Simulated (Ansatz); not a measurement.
**Si$_{16}$O: nudged elastic band (part 2 of 2)**

The same run, continued: Si$_{16}$O (defect cell, 17 atoms in the cell); DFT PBE, scalar-relativistic, plane waves, PAW, PAW set soft_1, spin-polarised (Ansatz 0.2.0); cutoff 420 eV, 2×2×2 k-mesh, Gaussian smearing of 0.05 eV, collinear spins. It belongs to a series of runs on one base structure; here: band between the two ends.

Geometry of the input (Å; fractional positions):
```
0.0000  5.4300  5.4300
5.4300  0.0000  5.4300
5.4300  5.4300  0.0000
Si -0.0051  -0.0050  -0.0022
Si 0.1123  0.0749  0.1658
Si 0.0000  -0.0575  0.5370
Si 0.1223  0.1059  0.6244
Si -0.0481  0.5442  0.0051
Si 0.1192  0.6255  0.1220
Si -0.0075  0.4814  0.4980
Si 0.1255  0.5710  0.6489
Si 0.4687  0.0472  -0.0080
Si 0.6189  0.1377  0.1248
Si 0.4964  -0.0033  0.4989
Si 0.6250  0.1213  0.6206
Si 0.4927  0.5132  -0.0053
Si 0.5808  0.6757  0.1171
Si 0.4968  0.4971  0.4922
Si 0.6183  0.6221  0.6206
O  0.9316  0.3096  0.1873
```

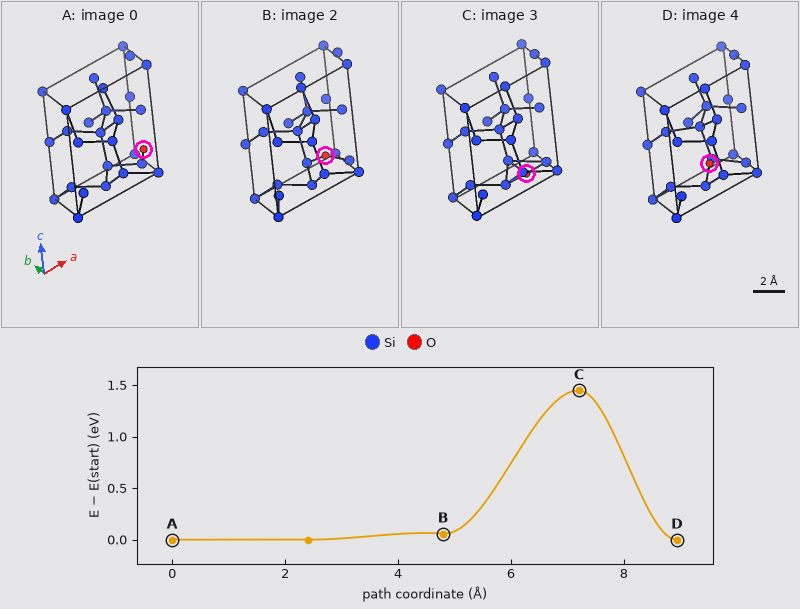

**Figure 1.** Images of the last band (counted from 0; ball-and-stick, reduced simulation cell, seen at an oblique angle), with the moving atom and its periodic copies ringed, above the energy along the path; the line is a cubic interpolation that uses the forces. The highest image is number 3, 1.449 eV above the start and 1.449 eV above the end (the climbing image); start and end have the same energy. The path is 8.95 Å long, and O17 moves most (2.57 Å). The band converged in 56 iterations.

```
NEB image 1
preconditioner: auto → Resta (q_TF=auto, 2.118 Å⁻¹)  ε∞=5.6  [insulator: Δε(μ)=0.623 eV  Ē_g=7.957 eV  σ=0.050 eV  W_gap=1.00  n_scr=58 (ndim 8)  ℏωp=17.1 eV  f_vac=0.000  D(μ)=0.00/eV (n_scr^D=0)  ε∞_Penn≈5.6]
spin=Collinear: Resta preconditioning applied to the charge; magnetization (m = ρ↑ − ρ↓) channel mixes plain (no charge-response kernel on spin).
NEB image 2
preconditioner: auto → Resta (q_TF=auto, 2.118 Å⁻¹)  ε∞=5.6  [insulator: Δε(μ)=0.563 eV  Ē_g=8.001 eV  σ=0.050 eV  W_gap=1.00  n_scr=58 (ndim 8)  ℏωp=17.1 eV  f_vac=0.000  D(μ)=0.00/eV (n_scr^D=0)  ε∞_Penn≈5.6]
spin=Collinear: Resta preconditioning applied to the charge; magnetization (m = ρ↑ − ρ↓) channel mixes plain (no charge-response kernel on spin).
NEB image 3
preconditioner: auto → Kerker (q_TF=auto, 2.118 Å⁻¹)  [metal: Δε(μ)=0.039 eV  Ē_g=8.068 eV  σ=0.050 eV  W_gap=0.42  n_scr=58 (ndim 8)  ℏωp=17.1 eV  f_vac=0.000  D(μ)=4.85/eV (n_scr^D=26)]
spin=Collinear: Kerker preconditioning applied to the charge; magnetization (m = ρ↑ − ρ↓) channel mixes plain (no charge-response kernel on spin).
NEB image 1
NSCF: frozen V_eff on 8 k-points
NEB image 2
NSCF: frozen V_eff on 8 k-points
NEB image 3
NSCF: frozen V_eff on 8 k-points
the band table was solved once a step of the walk had ended and its energy, with any forces and stress, was formed, with the checks that follow a solve (2281 applications of the Hamiltonian). They found nothing against the state; the energy, forces and stress were not computed again (output.eigenvalues in the input reference)
NEB image 3, as the band closes
spin=Collinear: Kerker preconditioning applied to the charge; magnetization (m = ρ↑ − ρ↓) channel mixes plain (no charge-response kernel on spin).
NEB point 1 about image 3
preconditioner: auto → Resta (q_TF=auto, 2.118 Å⁻¹)  ε∞=5.5  [insulator: Δε(μ)=0.051 eV  Ē_g=8.064 eV  σ=0.050 eV  W_gap=0.53  n_scr=58 (ndim 8)  ℏωp=17.1 eV  f_vac=0.000  D(μ)=4.33/eV (n_scr^D=14)  ε∞_Penn≈5.5]
spin=Collinear: Resta preconditioning applied to the charge; magnetization (m = ρ↑ − ρ↓) channel mixes plain (no charge-response kernel on spin).
NEB point 2 about image 3
preconditioner: auto → Kerker (q_TF=auto, 2.118 Å⁻¹)  [metal: Δε(μ)=0.042 eV  Ē_g=8.075 eV  σ=0.050 eV  W_gap=0.45  n_scr=58 (ndim 8)  ℏωp=17.1 eV  f_vac=0.000  D(μ)=4.72/eV (n_scr^D=14)]
spin=Collinear: Kerker preconditioning applied to the charge; magnetization (m = ρ↑ − ρ↓) channel mixes plain (no charge-response kernel on spin).
NEB point 3 about image 3
preconditioner: auto → Kerker (q_TF=auto, 2.118 Å⁻¹)  [metal: Δε(μ)=0.028 eV  Ē_g=8.061 eV  σ=0.050 eV  W_gap=0.31  n_scr=58 (ndim 8)  ℏωp=17.1 eV  f_vac=0.000  D(μ)=5.21/eV (n_scr^D=26)]
spin=Collinear: Kerker preconditioning applied to the charge; magnetization (m = ρ↑ − ρ↓) channel mixes plain (no charge-response kernel on spin).
NEB point 4 about image 3
preconditioner: auto → Resta (q_TF=auto, 2.118 Å⁻¹)  ε∞=5.5  [insulator: Δε(μ)=0.080 eV  Ē_g=8.069 eV  σ=0.050 eV  W_gap=0.74  n_scr=58 (ndim 8)  ℏωp=17.1 eV  f_vac=0.000  D(μ)=2.96/eV (n_scr^D=14)  ε∞_Penn≈5.5]
spin=Collinear: Resta preconditioning applied to the charge; magnetization (m = ρ↑ − ρ↓) channel mixes plain (no charge-response kernel on spin).
NEB point 5 about image 3
preconditioner: auto → Resta (q_TF=auto, 2.118 Å⁻¹)  ε∞=5.5  [insulator: Δε(μ)=0.110 eV  Ē_g=8.071 eV  σ=0.050 eV  W_gap=0.88  n_scr=58 (ndim 8)  ℏωp=17.1 eV  f_vac=0.000  D(μ)=1.67/eV (n_scr^D=0)  ε∞_Penn≈5.5]
spin=Collinear: Resta preconditioning applied to the charge; magnetization (m = ρ↑ − ρ↓) channel mixes plain (no charge-response kernel on spin).
NEB point 6 about image 3
preconditioner: auto → Resta (q_TF=auto, 2.118 Å⁻¹)  ε∞=5.5  [insulator: Δε(μ)=0.073 eV  Ē_g=8.074 eV  σ=0.050 eV  W_gap=0.70  n_scr=58 (ndim 8)  ℏωp=17.1 eV  f_vac=0.000  D(μ)=3.32/eV (n_scr^D=14)  ε∞_Penn≈5.5]
spin=Collinear: Resta preconditioning applied to the charge; magnetization (m = ρ↑ − ρ↓) channel mixes plain (no charge-response kernel on spin).
NEB point 7 about image 3
preconditioner: auto → Kerker (q_TF=auto, 2.118 Å⁻¹)  [metal: Δε(μ)=0.026 eV  Ē_g=8.067 eV  σ=0.050 eV  W_gap=0.29  n_scr=58 (ndim 8)  ℏωp=17.1 eV  f_vac=0.000  D(μ)=5.26/eV (n_scr^D=26)]
spin=Collinear: Kerker prec
[...]
  atom   2  Si    -0.00013699     0.00040844     0.00045524
  atom   3  Si    -0.00048063    -0.00016611    -0.00002686
  atom   4  Si     0.00008543     0.00020828     0.00005137
  atom   5  Si     0.00059769    -0.00011893     0.00039486
  atom   6  Si     0.00002727     0.00051720     0.00092956
  atom   7  Si    -0.00009641    -0.00009373     0.00008634
  atom   8  Si     0.00035805     0.00027690    -0.00011954
  atom   9  Si    -0.00002192    -0.00021251    -0.00041736
  atom  10  Si    -0.00032930     0.00026668     0.00032242
  atom  11  Si     0.00032393    -0.00015454    -0.00005230
  atom  12  Si     0.00000587     0.00031713     0.00027296
  atom  13  Si    -0.00182565     0.00163018     0.00224351
  atom  14  Si    -0.00007468     0.00175179     0.00203441
  atom  15  Si     0.00024034    -0.00043669    -0.00030470
  atom  16  Si    -0.00007041     0.00040615     0.00025945
  atom  17  O      0.00124143    -0.00455271    -0.00615124
  max |Σ_I F_I| component: 1.02e-4 eV/Å
--- Band table (eV; the first three rows and the last of 16) ---
  k-point 0 ↑: bands = ["-14.2397", "-5.3311", "-3.8507", "-3.3663", "-3.2377", "-2.8211", "-2.2555", "-2.0486", "-1.5151", "-1.4045", "-1.3724", "-1.1929", "-0.7224", "-0.7112", "-0.6929", "0.6417", "1.2281", "1.4581", "1.8849", "3.5934", "3.6058", "3.6100", "3.9723", "3.9786", "4.1715", "5.0958", "5.1733", "5.2117", "5.2221", "5.2764", "5.3086", "5.8993", "6.0647", "6.3667", "6.7565", "6.7932", "7.1021", "7.2914", "7.4171", "7.5834", "7.6615", "7.6752", "8.2290", "8.4164", "8.5653", "8.6995", "9.1626", "9.2556", "9.3650", "9.6910", "9.7223", "9.8129"]
  k-point 1 ↑: bands = ["-14.2393", "-4.7994", "-4.3672", "-3.7703", "-3.1817", "-2.8609", "-2.8188", "-2.7548", "-2.1815", "-0.9785", "-0.9166", "-0.0693", "0.0491", "0.0893", "0.2538", "1.5466", "1.5841", "1.6509", "2.5541", "2.5838", "2.8743", "2.8772", "2.9325", "3.1647", "3.2339", "3.9886", "4.1952", "4.2304", "4.2937", "4.6287", "4.8873", "5.2537", "5.6425", "5.6567", "6.5171", "7.2782", "7.8796", "7.9574", "8.0029", "8.2863", "8.4380", "8.5600", "9.1378", "9.7849", "9.9130", "9.9514", "10.5784", "10.6086", "10.7775", "10.8648", "10.9267", "11.0036"]
  k-point 2 ↑: bands = ["-14.2393", "-4.7993", "-4.3668", "-3.7702", "-3.1818", "-2.8607", "-2.8188", "-2.7548", "-2.1844", "-0.9788", "-0.9154", "-0.0679", "0.0493", "0.0895", "0.2570", "1.5452", "1.5849", "1.6496", "2.5544", "2.5827", "2.8748", "2.8767", "2.9326", "3.1650", "3.2310", "3.9893", "4.1951", "4.2309", "4.2932", "4.6285", "4.8875", "5.2539", "5.6425", "5.6569", "6.5192", "7.2745", "7.8787", "7.9587", "8.0020", "8.2867", "8.4378", "8.5599", "9.1405", "9.7809", "9.9138", "9.9531", "10.5816", "10.6089", "10.7766", "10.8639", "10.9269", "11.0058"]
  k-point 7 ↓: bands = ["-14.2391", "-4.9003", "-4.4692", "-3.5038", "-2.9889", "-2.9230", "-2.8116", "-2.7936", "-1.8464", "-1.5883", "-0.6134", "-0.1494", "0.0380", "0.0956", "0.1496", "0.6855", "1.5115", "1.7077", "2.5766", "2.7774", "2.8625", "2.9754", "3.1805", "3.2908", "3.6235", "4.1198", "4.2132", "4.2192", "4.3155", "4.8061", "4.9957", "5.4231", "5.4934", "5.8520", "6.1806", "7.6208", "7.7751", "7.9872", "8.0658", "8.1336", "8.3012", "8.4820", "8.5615", "9.4309", "9.8792", "10.0250", "10.0443", "10.2875", "10.7166", "10.9769", "10.9941", "11.2017"]
this run last wrote the band of iteration 56 to [file]; this run last wrote the band within `neb.f_tol` of iteration 37 to [file]
--- NEB band (5 images, 56 band iterations, 3193 SCF iterations) ---
  forward barrier  = 1.448807 eV
  backward barrier = 1.448644 eV
  lagrangian_above_aufbau_ev (what the smearing adds, to first order; not taken off the barriers): saddle image -0.003396 eV, end points -0.000000 and -0.000000 eV
  climbing image's point = of a kind that is not told: the force calls were inconclusive, a negative curvature could not be distinguished from the path's own, the only one lies far off the path, or fixed occupations may fill a level only in part (lowest curvatures found: -10.51 and 0.11 eV/Å²)
  0.19 of the way from image 0 to image 1 the energy stands 0.14 eV over every image's, off rest the climbing one's as moved across the path: a barrier can be hidden there
  energies are F+E_penalty+E_count in eV, relative to image 0
  image     s (Å)  Δ vs image 0  max|band force component| (eV/Å)     M (μB)  M_abs (μB)
      0    0.0000      0.000000                                 —    +0.0000      0.0000
      1    2.4018      0.000219                          3.969e-2    +0.0000      0.0000
      2    4.8032      0.059375                          4.036e-2    +0.0000      0.0000
  *   3    7.2047      1.448807                          4.311e-3    +0.0000      0.0000
      4    8.9455      0.000162                                 —    +0.0000      0.0000
  climbing-image geometry (image 3):
  cell:  # Å, volume = 320.2060 Å³
    - [0.0, 5.43, 5.43]
    - [5.43, 0.0, 5.43]
    - [5.43, 5.43, 0.0]
  atoms:
    - { symbol: Si, position: [-0.018154730915521528, -0.007972713631244714, 0.02270718782943546] }
    - { symbol: Si, position: [0.11269046602189628, 0.11409969794203637, 0.14498098406705365] }
    - { symbol: Si, position: [-0.008707198213806075, -0.010940630698974127, 0.5182732900066545] }
    - { symbol: Si, position: [0.10586112121258469, 0.1189314570008589, 0.648045363947147] }
    - { symbol: Si, position: [-0.00763522928642385, 0.4853866007230613, 0.01442309320952892] }
    - { symbol: Si, position: [0.105877540983014, 0.6187135356539186, 0.1478087344200661] }
    - { symbol: Si, position: [-0.018132869961379472, 0.49359379275324206, 0.5211111694068147] }
    - { symbol: Si, position: [0.11289603413975963, 0.6157639499555712, 0.6431084700930726] }
    - { symbol: Si, position: [0.4835047089550215, 0.0014073374694608676, 0.010434976564531628] }
    - { symbol: Si, position: [0.6066631025895257, 0.11453910926454902, 0.14503441702150072] }
    - { symbol: Si, position: [0.48005843494928646, -0.010892916791124557, 0.5183215920536388] }
    - { symbol: Si, position: [0.6168817250311922, 0.107890297551204, 0.6371213922256749] }
    - { symbol: Si, position: [0.48620120320112115, 0.4858875843679856, 0.01493746058273876] }
    - { symbol: Si, position: [0.5850723403181358, 0.640685049883012, 0.16958036480033578] }
    - { symbol: Si, position: [0.4837049656081942, 0.48120727558597043, 0.5302622284532985] }
    - { symbol: Si, position: [0.6066805334138143, 0.6158166657551423, 0.6435631740979653] }
    - { symbol: O, position: [0.741817174453586, 0.4837514347153311, 0.011975918720545042] }
```

### The last band as extended XYZ (Å, eV, eV/Å)
```
17
Lattice="0.0000 5.4300 5.4300 5.4300 0.0000 5.4300 5.4300 5.4300 0.0000" Properties=species:S:1:pos:R:3:forces:R:3 image=0 energy=-10738.87067
Si   -0.0391   -0.0395   -0.0551   -0.0039   0.0007  -0.0031
Si    1.3072    1.5101    1.0163    0.0097  -0.0027  -0.0007
Si    2.6041    2.9161   -0.3119    0.0004  -0.0031   0.0029
Si    3.9656    4.0548    1.2393   -0.0003   0.0002   0.0012
Si    2.9828   -0.2338    2.6939    0.0009   0.0023  -0.0081
Si    4.0590    1.3095    4.0438    0.0010  -0.0006   0.0030
Si    5.3179    2.6633    2.5735   -0.0005  -0.0017  -0.0027
Si    6.6239    4.2050    3.7820    0.0024  -0.0004  -0.0001
Si    0.2126    2.5012    2.8010   -0.0004   0.0006  -0.0026
Si    1.4251    4.0382    4.1083    0.0019   0.0014   0.0002
Si    2.6910    5.4048    2.6774    0.0001   0.0013  -0.0003
Si    4.0287    6.7636    4.0522   -0.0012  -0.0027   0.0039
Si    2.7575    2.6462    5.4616    0.0004   0.0003   0.0016
Si    4.3048    3.7894    6.8225   -0.0008   0.0015  -0.0008
Si    5.3721    5.3706    5.3972   -0.0033   0.0034   0.0018
Si    6.7480    6.7275    6.7358    0.0006  -0.0007   0.0004
O     2.6984    6.0756    6.7397   -0.0071   0.0001   0.0035
17
Lattice="0.0000 5.4300 5.4300 5.4300 0.0000 5.4300 5.4300 5.4300 0.0000" Properties=species:S:1:pos:R:3:forces:R:3 image=1 energy=-10738.87046
Si    0.1333   -0.0060   -0.1299    0.0030   0.0003  -0.0039
Si    1.3997    1.4584    1.2223   -0.0040   0.0040   0.0064
Si    2.6952    2.8827   -0.1135   -0.0028   0.0008   0.0038
Si    4.1332    4.1569    1.2364    0.0042   0.0040   0.0009
Si    2.4737    0.1114    2.7702   -0.0161  -0.0133  -0.0007
Si    4.2577    1.2077    3.7618    0.0009  -0.0080   0.0006
Si    5.5102    2.8227    2.5961   -0.0024  -0.0072   0.0002
Si    6.5755    4.2466    4.1793    0.0026   0.0048  -0.0052
Si    0.0702    2.7904    2.5740    0.0027  -0.0019  -0.0039
Si    1.4888    4.0917    3.9097    0.0003  -0.0020   0.0025
Si    2.7621    5.5301    2.5590   -0.0023   0.0004   0.0034
Si    4.0287    6.9600    3.9256    0.0072   0.0028  -0.0022
Si    2.8512    2.5450    5.0523    0.0005   0.0051   0.0042
Si    4.1521    3.8686    6.4603   -0.0376  -0.0197   0.0045
Si    5.2394    5.6573    5.4686   -0.0006  -0.0026  -0.0043
Si    6.8550    6.9089    6.6339    0.0024   0.0021  -0.0038
O     2.7619    4.1481    7.3352    0.0420   0.0305  -0.0025
17
Lattice="0.0000 5.4300 5.4300 5.4300 0.0000 5.4300 5.4300 5.4300 0.0000" Properties=species:S:1:pos:R:3:forces:R:3 image=2 energy=-10738.81130
Si   -0.1302    0.0220   -0.2061    0.0328   0.0209   0.0016
Si    1.5031    1.1786    1.0350   -0.0284   0.0306   0.0602
Si    2.7538    2.6385   -0.3257   -0.0164   0.0329   0.0549
Si    3.9553    4.0486    1.1201    0.0589   0.0107   0.0255
Si    2.7028    0.2290    2.7907   -0.0125  -0.0045  -0.0011
Si    3.8972    1.6613    4.2024    0.0391  -0.0395  -0.0415
Si    5.2515    2.7225    2.5667    0.0500  -0.0119   0.0244
Si    6.8099    4.0099    3.7668   -0.0031   0.0381   0.0275
Si    0.1412    2.4631    2.4245   -0.0123   0.0655   0.0488
Si    1.1937    4.0504    3.8652    0.0477  -0.0004   0.0275
Si    2.5661    5.3666    2.4795    0.0307   0.0167   0.0172
Si    4.0630    6.6656    3.7401   -0.0076   0.0353   0.0533
Si    2.4572    2.9510    5.5343    0.0731  -0.0465  -0.0486
Si    4.3220    3.9279    6.5479    0.0200   0.0396   0.0197
Si    5.4493    5.3482    5.0944    0.0128   0.0311   0.0519
Si    6.5806    6.7520    6.6432    0.0532   0.0297  -0.0166
O     4.1995    5.0231    7.8266   -0.3380  -0.2482  -0.3048
17
Lattice="0.0000 5.4300 5.4300 5.4300 0.0000 5.4300 5.4300 5.4300 0.0000" Properties=species:S:1:pos:R:3:forces:R:3 image=3 energy=-10737.42187
Si    0.0800    0.0247   -0.1419    0.0002   0.0000  -0.0001
Si    1.4068    1.3992    1.2315   -0.0001   0.0004   0.0005
Si    2.7548    2.7669   -0.1067   -0.0005  -0.0002   0.0000
Si    4.1647    4.0937    1.2206    0.0001   0.0002   0.0001
Si    2.7140    0.0369    2.5942    0.0006  -0.0001   0.0004
Si    4.1622    1.3775    3.9345    0.0000   0.0005   0.0009
Si    5.5098    2.7312    2.5818   -0.0001  -0.0001   0.0001
Si    6.8357    4.1051    3.9566    0.0004   0.0003  -0.0001
Si    0.0643    2.6821    2.6331    0.0000  -0.0002  -0.0004
Si    1.4095    4.0817    3.9161   -0.0003   0.0003   0.0003
Si    2.7553    5.4212    2.5476    0.0003  -0.0002  -0.0001
Si    4.0454    6.8092    3.9355    0.0000   0.0003   0.0003
Si    2.7195    2.7212    5.2784   -0.0018   0.0016   0.0022
Si    4.3997    4.0978    6.6559   -0.0001   0.0018   0.0020
Si    5.4923    5.5058    5.2395    0.0002  -0.0004  -0.0003
Si    6.8384    6.7888    6.6382   -0.0001   0.0004   0.0003
O     2.6918    4.0931    6.6548    0.0012  -0.0046  -0.0062
17
Lattice="0.0000 5.4300 5.4300 5.4300 0.0000 5.4300 5.4300 5.4300 0.0000" Properties=species:S:1:pos:R:3:forces:R:3 image=4 energy=-10738.87051
Si    0.0123   -0.1067   -0.1160    0.0013   0.0020  -0.0010
Si    1.4021    1.2487    1.2165   -0.0021   0.0009   0.0024
Si    2.7696    2.6794   -0.0483    0.0021  -0.0005  -0.0027
Si    4.0935    4.0504    1.3240   -0.0024  -0.0024   0.0021
Si    2.7532   -0.0224    2.6776    0.0045  -0.0017  -0.0079
Si    4.1050    1.3066    4.0085    0.0026  -0.0032  -0.0016
Si    5.4581    2.7827    2.7549    0.0050  -0.0039  -0.0017
Si    6.8485    4.1174    4.1080    0.0002   0.0018  -0.0005
Si   -0.1328    2.5576    2.4308   -0.0010   0.0011  -0.0085
Si    1.1575    3.9627    3.7685    0.0019   0.0024  -0.0020
Si    2.7387    5.3886    2.7017   -0.0061   0.0065  -0.0008
Si    4.1302    6.7355    4.0447   -0.0011  -0.0017   0.0006
Si    2.5641    2.6573    5.0859   -0.0063   0.0024   0.0108
Si    4.3058    4.3398    6.7606   -0.0215  -0.0138  -0.0034
Si    5.7131    5.6716    5.4707   -0.0034  -0.0064  -0.0172
Si    7.0039    7.0065    6.8802    0.0008  -0.0048   0.0038
O     3.4497    4.0382    5.3655    0.0256   0.0213   0.0277
```

### Results in brief

- outcome: converged
- barrier, forward: 1.449 eV
- barrier, backward: 1.449 eV
- electrons treated: 70
- wall time: 30 min (CPU time 53 min)
- peak memory: 1.4 GiB

### Notes

Notes on the run: spin is on but no starting moments are given. The k-point mesh is coarse for a cell of this size, so the results may not be converged.
